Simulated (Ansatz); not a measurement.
## Geometry relaxation, with input and output: GaN (part 3 of 3)

The same run, continued: GaN (slab, 20 atoms in the cell); DFT PBEsol, scalar-relativistic, plane waves, PAW, no spin polarisation (Ansatz 0.2.0); cutoff 420 eV, 8×5×1 k-mesh, Gaussian smearing of 0.05 eV. The structure derives from an entry of the Crystallography Open Database. The input holds or restrains some coordinates. Forces given for the steps count only the free coordinates. It belongs to a series of runs on one base structure; here: clean surface, atoms relaxed.

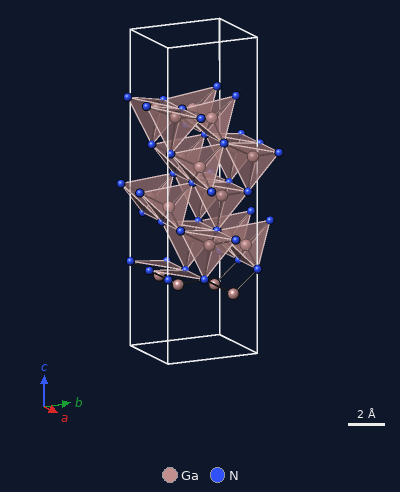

**Figure 1.** The geometry at step 3 of the log (polyhedral view of the 2 × 1 repeat of the cell, with the vacuum cut short, seen slightly off an axis; polyhedra are completed across the faces of the cell).

Output, continued
```
  k-point 20: bands = ["-15.7755", "-15.4582", "-14.9926", "-14.8612", "-14.4575", "-14.4514", "-14.4188", "-14.3508", "-14.3210", "-14.1479", "-13.9700", "-13.9129", "-13.8369", "-13.5498", "-13.5274", "-13.5188", "-13.4885", "-13.4843", "-13.4725", "-13.4457", "-13.4080", "-13.3812", "-13.3769", "-13.3720", "-13.3106", "-13.1960", "-12.9573", "-12.9241", "-12.9095", "-12.8906", "-12.8674", "-12.8001", "-12.7766", "-12.6951", "-12.6174", "-12.4329", "-12.4121", "-12.3985", "-12.3893", "-12.3621", "-12.3051", "-12.2640", "-12.1807", "-12.0930", "-12.0044", "-11.8885", "-11.8383", "-11.8217", "-11.8046", "-11.7728", "-11.7359", "-11.6672", "-11.5915", "-11.4307", "-11.2597", "-10.9236", "-10.7753", "-10.4208", "-10.0639", "-9.8187", "-6.8604", "-6.5572", "-6.2306", "-5.9786", "-5.5378", "-5.3704", "-4.9647", "-4.8106", "-4.6731", "-4.1129", "-3.8956", "-3.6388", "-3.3556", "-3.0151", "-2.7546", "-2.6368", "-2.3967", "-2.1921", "-1.9827", "-1.8316", "-1.6978", "-1.3877", "-1.2338", "-1.1365", "-0.8093", "-0.7423", "-0.4727", "0.5433", "0.9133", "1.2147", "1.2772", "1.5223", "1.9826", "4.5386", "5.1125", "5.4549", "5.7742", "6.1016", "6.3760", "6.5640", "6.8734", "7.2799", "7.4440", "7.7367", "7.8544", "7.9761", "8.1721", "8.2762", "8.5132", "8.5696"]
--- Relaxed structure (5 steps of the walk, 5 accepted, 0 SCFs on fresh bases) ---
  F+E_penalty+E_count = -41219.45271606 eV   max|allowed force component| = 2.674e-2 eV/Å
  atoms:
    - { symbol: Ga, position: [0.879090595, 0.75818119, 0.3031687468] }
    - { symbol: Ga, position: [0.14753211, 0.29506422, 0.31761506790000005] }
    - { symbol: N, position: [0.7330839999999998, 0.466168, 0.33567298740000007] }
    - { symbol: N, position: [0.001525515, 0.00305103, 0.3501193188000001] }
    - { symbol: Ga, position: [0.48973967500000004, 0.9794793500000001, 0.3898467252000001] }
    - { symbol: Ga, position: [0.75818119, 0.51636238, 0.40429305670000004] }
    - { symbol: N, position: [0.3437330800000001, 0.6874661600000002, 0.42235097620000006] }
    - { symbol: N, position: [0.6121745949999999, 0.22434919000000003, 0.4367972973] }
    - { symbol: Ga, position: [0.10038875500000001, 0.20077751000000002, 0.47652471400000007] }
    - { symbol: Ga, position: [0.3684942840241867, 0.7369911698644356, 0.4923855100914769] }
    - { symbol: N, position: [0.9535806441853443, 0.9071533675750098, 0.5082356057087158] }
    - { symbol: N, position: [0.22138323128056947, 0.44286820635715873, 0.5231042828239829] }
    - { symbol: Ga, position: [0.709178945458028, 0.4184996548600226, 0.5641887074827983] }
    - { symbol: Ga, position: [0.9781422707846118, 0.956371696716879, 0.5786446768753218] }
    - { symbol: N, position: [0.5617794807332491, 0.12363208827540469, 0.5938223206051045] }
    - { symbol: N, position: [0.8317724364543837, 0.6637665710866035, 0.609419098525184] }
    - { symbol: Ga, position: [0.3186613055171993, 0.6375424622644597, 0.651570275518292] }
    - { symbol: Ga, position: [0.5854262818671958, 0.17124578604242652, 0.6671889041329514] }
    - { symbol: N, position: [0.1683183846733992, 0.33705602504322657, 0.6723532365337236] }
    - { symbol: N, position: [0.44043656836444256, 0.8810679470603744, 0.6940405480760085] }
```

Trajectory as extended XYZ (Å, eV, eV/Å), 5 frames, from step=1 to step=5
```
20
Lattice="3.1800 0.0000 0.0000 -1.5900 5.8542 0.0000 0.0000 0.0000 28.0372" Properties=species:S:1:pos:R:3:forces:R:3 step=1 energy=-41218.99222
Ga    1.5900    4.4386    8.5000   -0.0001   0.5197  -1.4705
Ga    0.0000    1.7274    8.9050    0.0013  -0.0453   0.7561
N     1.5900    2.7290    9.4113   -0.0008  -0.8028  -0.2932
N     0.0000    0.0179    9.8164   -0.0004   0.3442   0.2330
Ga    0.0000    5.7341   10.9302    0.0001   0.2442   0.3215
Ga    1.5900    3.0229   11.3352   -0.0009  -0.0259   0.7147
N     0.0000    4.0246   11.8415    0.0005  -0.1453  -0.5152
N     1.5900    1.3134   12.2466   -0.0002  -0.0666  -0.3248
Ga    0.0000    1.1754   13.3604    0.0002   0.1164   0.4348
Ga    0.0000    4.3184   13.7654    0.0005   0.0966   0.5424
N     1.5900    5.3201   14.2717   -0.0003  -0.1416  -0.5134
N     0.0000    2.6089   14.6768    0.0000  -0.0543  -0.4855
Ga    1.5900    2.4709   15.7906    0.0009   0.0438   0.5569
Ga    1.5900    5.6140   16.1957    0.0018   0.1562   0.6483
N     1.5900    0.7614   16.7019   -0.0017  -0.0855  -0.9333
N     1.5900    3.9044   17.1070    0.0002  -0.0378  -0.7555
Ga    0.0000    3.7664   18.2208    0.0030  -0.1216   1.6126
Ga    1.5900    1.0553   18.6259    0.0036   0.3441   2.1467
N     0.0000    2.0569   19.1322   -0.0061  -0.3985  -1.6047
N     0.0000    5.2000   19.5372   -0.0013   0.0601  -1.0707
20
Lattice="3.1800 0.0000 0.0000 -1.5900 5.8542 0.0000 0.0000 0.0000 28.0372" Properties=species:S:1:pos:R:3:forces:R:3 step=2 energy=-41219.24468
Ga    1.5900    4.4386    8.5000   -0.0001   0.5247  -1.4540
Ga    0.0000    1.7274    8.9050    0.0011  -0.0449   0.8056
N     1.5900    2.7290    9.4113   -0.0005  -0.8159  -0.3557
N     0.0000    0.0179    9.8164   -0.0004   0.3547   0.1769
Ga    0.0000    5.7341   10.9302    0.0002   0.2254   0.3901
Ga    1.5900    3.0229   11.3352   -0.0009  -0.0029   0.7874
N     0.0000    4.0246   11.8415    0.0008  -0.1405  -0.4733
N     1.5900    1.3134   12.2466    0.0000  -0.0764  -0.3684
Ga    0.0000    1.1754   13.3604    0.0004   0.0547   0.3918
Ga    0.0001    4.3175   13.7784    0.0001   0.0705   0.3593
N     1.5901    5.3186   14.2682    0.0001  -0.1202  -0.3505
N     0.0001    2.6020   14.6712   -0.0004  -0.0347  -0.3013
Ga    1.5902    2.4573   15.7969   -0.0001   0.0198   0.4023
Ga    1.5901    5.6060   16.2075    0.0006   0.0906   0.4458
N     1.5900    0.7475   16.6971    0.0003  -0.1056  -0.7441
N     1.5902    3.8896   17.0964   -0.0026   0.0058  -0.4877
Ga    0.0002    3.7348   18.2300   -0.0007  -0.1382   1.1276
Ga    1.5896    1.0087   18.6526    0.0003   0.1866   1.4465
N    -0.0005    2.0003   19.0312    0.0021  -0.1057  -1.0446
N    -0.0005    5.1572   19.5108   -0.0017   0.0524  -0.7549
20
Lattice="3.1800 0.0000 0.0000 -1.5900 5.8542 0.0000 0.0000 0.0000 28.0372" Properties=species:S:1:pos:R:3:forces:R:3 step=3 energy=-41219.44552
Ga    1.5900    4.4386    8.5000   -0.0001   0.5394  -1.4039
Ga    0.0000    1.7274    8.9050    0.0006  -0.0398   0.9674
N     1.5900    2.7290    9.4113    0.0001  -0.8634  -0.5549
N     0.0000    0.0179    9.8164   -0.0004   0.3923   0.0010
Ga    0.0000    5.7341   10.9302    0.0001   0.1635   0.6025
Ga    1.5900    3.0229   11.3352   -0.0006   0.0677   1.0100
N     0.0000    4.0246   11.8415    0.0003  -0.1439  -0.4342
N     1.5900    1.3134   12.2466   -0.0006  -0.0814  -0.4995
Ga    0.0000    1.1754   13.3604   -0.0009  -0.0647   0.2784
Ga   -0.0002    4.3139   13.8161   -0.0005  -0.0154  -0.1957
N     1.5898    5.3110   14.2448    0.0009  -0.0166   0.0831
N    -0.0005    2.5870   14.6588    0.0008   0.0778   0.0815
Ga    1.5895    2.4477   15.8117   -0.0009  -0.1021   0.0113
Ga    1.5897    5.5986   16.2218   -0.0017   0.0609   0.0704
N     1.5896    0.7268   16.6525    0.0014  -0.0480  -0.0430
N     1.5886    3.8808   17.0705    0.0025   0.0262   0.1388
Ga   -0.0013    3.7148   18.2602    0.0005   0.1096  -0.1461
Ga    1.5895    1.0070   18.7235   -0.0028  -0.0979  -0.1658
N    -0.0007    1.9661   18.8566   -0.0003   0.0487   0.0685
N    -0.0024    5.1496   19.4300    0.0014  -0.0136   0.1294
20
Lattice="3.1800 0.0000 0.0000 -1.5900 5.8542 0.0000 0.0000 0.0000 28.0372" Properties=species:S:1:pos:R:3:forces:R:3 step=4 energy=-41219.45091
Ga    1.5900    4.4386    8.5000   -0.0001   0.5380  -1.4114
Ga    0.0000    1.7274    8.9050    0.0006  -0.0407   0.9474
N     1.5900    2.7290    9.4113    0.0000  -0.8559  -0.5296
N     0.0000    0.0179    9.8164   -0.0004   0.3851   0.0249
Ga    0.0000    5.7341   10.9302    0.0001   0.1818   0.5729
Ga    1.5900    3.0229   11.3352   -0.0006   0.0451   0.9774
N     0.0000    4.0246   11.8415    0.0006  -0.1515  -0.4967
N     1.5900    1.3134   12.2466   -0.0002  -0.0690  -0.4924
Ga    0.0000    1.1754   13.3604   -0.0003  -0.0324   0.4676
Ga    0.0000    4.3144   13.8032    0.0001   0.0161   0.0795
N     1.5900    5.3094   14.2530   -0.0002   0.0302   0.0084
N    -0.0003    2.5949   14.6682    0.0005  -0.0425   0.0188
Ga    1.5897    2.4473   15.8261   -0.0004   0.0880  -0.0724
Ga    1.5899    5.6021   16.2352   -0.0003  -0.0522  -0.1266
N     1.5899    0.7242   16.6544   -0.0001   0.0290   0.0461
N     1.5894    3.8893   17.0939   -0.0002  -0.0642  -0.0501
Ga   -0.0007    3.7320   18.2708    0.0007  -0.0174   0.0053
Ga    1.5894    1.0072   18.7153   -0.0008  -0.0043  -0.0104
N    -0.0007    1.9758   18.8640   -0.0005   0.0029  -0.0209
N    -0.0017    5.1592   19.4540    0.0015   0.0141   0.0620
20
Lattice="3.1800 0.0000 0.0000 -1.5900 5.8542 0.0000 0.0000 0.0000 28.0372" Properties=species:S:1:pos:R:3:forces:R:3 step=5 energy=-41219.45272
Ga    1.5900    4.4386    8.5000   -0.0001   0.5374  -1.4122
Ga    0.0000    1.7274    8.9050    0.0007  -0.0404   0.9441
N     1.5900    2.7290    9.4113    0.0000  -0.8558  -0.5256
N     0.0000    0.0179    9.8164   -0.0004   0.3857   0.0287
Ga    0.0000    5.7341   10.9302    0.0001   0.1788   0.5690
Ga    1.5900    3.0229   11.3352   -0.0007   0.0491   0.9736
N     0.0000    4.0246   11.8415    0.0006  -0.1501  -0.4774
N     1.5900    1.3134   12.2466   -0.0002  -0.0720  -0.4844
Ga    0.0000    1.1754   13.3604   -0.0002  -0.0207   0.3988
Ga    0.0000    4.3145   13.8051   -0.0001  -0.0054   0.0002
N     1.5900    5.3107   14.2495   -0.0001  -0.0143  -0.0070
N    -0.0002    2.5926   14.6664   -0.0004   0.0137  -0.0193
Ga    1.5898    2.4500   15.8183    0.0004  -0.0152   0.0215
Ga    1.5899    5.5988   16.2236   -0.0002  -0.0042   0.0058
N     1.5899    0.7238   16.6491   -0.0001   0.0091  -0.0037
N     1.5896    3.8858   17.0864    0.0002   0.0105  -0.0064
Ga   -0.0003    3.7323   18.2682   -0.0001   0.0267  -0.0078
Ga    1.5894    1.0025   18.7061   -0.0008  -0.0118   0.0002
N    -0.0007    1.9732   18.8509    0.0007  -0.0165  -0.0011
N    -0.0003    5.1580   19.4589    0.0007  -0.0044   0.0032
```

This output came from the following input.

Input file
```yaml
crystal:
  lattice:
    - [3.17999966, 0.0, 0.0]
    - [-1.58999983, 5.8542168, 0.0]
    - [0.0, 0.0, 28.0371908074]
  atoms:
    - { symbol: Ga, position: [0.87909059, 0.75818119, 0.3031687468] }
    - { symbol: Ga, position: [0.14753211, 0.29506422, 0.3176150679] }
    - { symbol: "N", position: [0.733084, 0.466168, 0.3356729874] }
    - { symbol: "N", position: [0.00152551, 0.00305103, 0.3501193188] }
    - { symbol: Ga, position: [0.48973968, 0.97947935, 0.3898467252] }
    - { symbol: Ga, position: [0.75818119, 0.51636238, 0.4042930567] }
    - { symbol: "N", position: [0.34373308, 0.68746616, 0.4223509762] }
    - { symbol: "N", position: [0.61217459, 0.22434919, 0.4367972973] }
    - { symbol: Ga, position: [0.10038876, 0.20077751, 0.476524714] }
    - { symbol: Ga, position: [0.36883027, 0.73766054, 0.4909710454] }
    - { symbol: "N", position: [0.95438216, 0.90876432, 0.5090289546] }
    - { symbol: "N", position: [0.22282368, 0.44564735, 0.523475286] }
    - { symbol: Ga, position: [0.71103784, 0.42207567, 0.5632027027] }
    - { symbol: Ga, position: [0.97947935, 0.9589587, 0.5776490238] }
    - { symbol: "N", position: [0.56503124, 0.13006249, 0.5957069433] }
    - { symbol: "N", position: [0.83347276, 0.66694551, 0.6101532748] }
    - { symbol: Ga, position: [0.32168692, 0.64337384, 0.6498806812] }
    - { symbol: Ga, position: [0.59012843, 0.18025686, 0.6643270126] }
    - { symbol: "N", position: [0.17568032, 0.35136065, 0.6823849321] }
    - { symbol: "N", position: [0.44412184, 0.88824367, 0.6968312532] }
basis:
  ecutwfc: 420.0
  fft_grid_basis: typed
kpoints:
  mp_grid: { grid: [8, 5, 1] }
hamiltonian:
  xc: pbesol
  pseudopotentials: { kind: paw }
scf:
  occupations: { method: gaussian, width: 0.05 }
output:
  forces: true
  eigenvalues: true
efield:
  axis: 3
  dipole_correction: true
  ramp_width: 0.04
relax:
  adjacent_minimum: "off"
  f_tol: 0.04
  max_steps: 40
  constraints: [{ sites: [0, 1, 2, 3, 4, 5, 6, 7, 8] }]
```

Run as:
```bash
ansatz run input.yaml --threads 2 --pin off --max-ram 4423MiB --backend cpu --events-out ev --progress --plain --runs-dir out
```

Key numbers

```tsv
quantity	value
outcome	converged under the restraints of the input
electrons treated	180
free energy	−41219.4527 eV
work function, top face	7.25 eV
work function, bottom face	4.47 eV
Fermi energy	1.225 eV
gap on the k-point mesh	none (metallic)
final volume	521.95 Å³
work function (upper face)	7.25 eV
largest force (length of the vector) at the end, held atoms and coordinates included	1.511 eV/Å
hardware	2 threads of Arm Neoverse N1, 98 GiB of memory available, shared host
wall time	16 min (CPU time 33 min)
peak memory	1.5 GiB
```

The program warns: the k-point mesh lowers the symmetry that the run can use.
